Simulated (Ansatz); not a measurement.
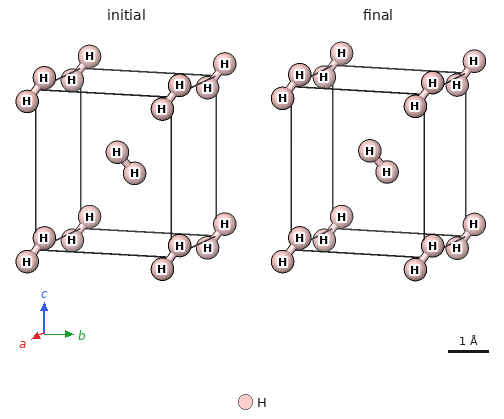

The structure of crystalline H (built on the database_64 type) before (left) and after (right) a relaxation, at one scale.

A ball-and-stick model of the cell of the calculation, seen slightly off an axis.

Case: structure listed in a database for this formula (Cmce, No. 64).

These are results of Ansatz, DFT PBEsol, scalar-relativistic, plane waves, PAW, not measurements.

Input file:
```yaml
crystal:
  lattice:
    - [2.6245892384, -2.5647840665, 0.0]
    - [2.6245892384, 2.5647840665, 0.0]
    - [0.0, 0.0, 4.1450387075]
  atoms:
    - { symbol: H, position: [0.9523389665, 0.0476610335, 0.0698941542] }
    - { symbol: H, position: [0.4523389665, 0.5476610335, 0.4301058458] }
    - { symbol: H, position: [0.5476610335, 0.4523389665, 0.5698941542] }
    - { symbol: H, position: [0.0476610335, 0.9523389665, 0.9301058458] }
basis:
  ecutwfc: 420
kpoints:
  mp_grid: { grid: [6, 6, 6] }
hamiltonian:
  xc: pbesol
scf:
  occupations: { method: gaussian, width: 0.02 }
output:
  forces: true
  stress: true
  eigenvalues: true
relax:
  adjacent_minimum: "off"
  f_tol: 0.01
  max_steps: 80
  cell: { stress_tol: 0.05 }
```

Q: Describe what moved and what it gained.

A: After 5 accepted moves (6 points after the start) the energy has fallen by 0.6 meV per cell of the calculation. The largest force component goes from 0.032 to 0.009 eV/Å. The pressure goes from 0.06 to −0.02 GPa. At 1 point the geometry stayed and the basis and grid were re-selected for the new cell (energy shift of 0.1 meV per cell of the calculation at most each time). The largest moves relative to the cell, 0.009 Å, are those of H1, H2, H3 and H4. H3 goes along [3 −3 −2]. The drawn cell changes as follows: a = b 3.670 → 3.635 Å (−0.9 %), c 4.145 → 4.224 Å (+1.9 %), γ 88.7° → 86.2°; the volume changes by −0.2 %. The space group stays Cmce (No. 64). The run took about 9 core-seconds on a shared host.
